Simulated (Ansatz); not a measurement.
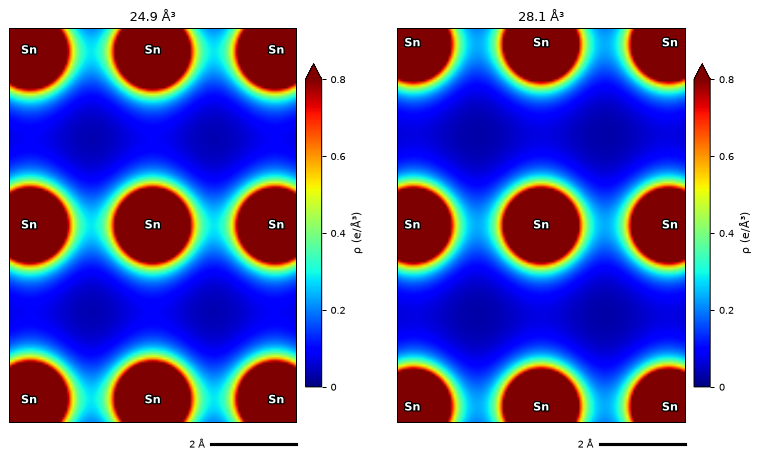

Sn. The valence charge density (pseudo) of cells scaled evenly to different volumes (given per atom above each panel), on the (101) plane of each (indices in the axes of the cell below), at one length scale and on one colour scale.

A generated structure, not necessarily the stable one.

Computed with DFT, LDA (PW92), plane waves (420 eV) with PAW, scalar-relativistic (Ansatz).

The largest cell:

```xyz
1
Lattice="3.0408 0.0000 0.0000 0.0000 3.0408 0.0000 0.0000 0.0000 3.0408" Properties=species:S:1:pos:R:3 pbc="T T T"
Sn    0.0000    0.0000    0.0000
```

| volume (Å³/atom) | Sn–Sn contact in the plane (Å) | ρ at its midpoint (e/Å³) | pressure (GPa) | 
| --- | --- | --- | --- |
| 24.87 | 2.919 | 0.284 | 6.3 | 
| 25.95 | 2.961 | ? | ? | 
| 28.12 | 3.041 | 0.237 | −1.8 | 

### Estimate the missing row, and compare with the calculation.

Over the known rows ln ρ falls by 1.48 per Å of Sn–Sn distance (the line through the two), which gives 0.267 e/Å³ at 2.961 Å; the calculation gives 0.266 e/Å³. For the pressure, a straight line in volume between the neighbouring rows gives 3.6 GPa; the calculation gives 3.0, lower because pressure rises ever faster on compression.
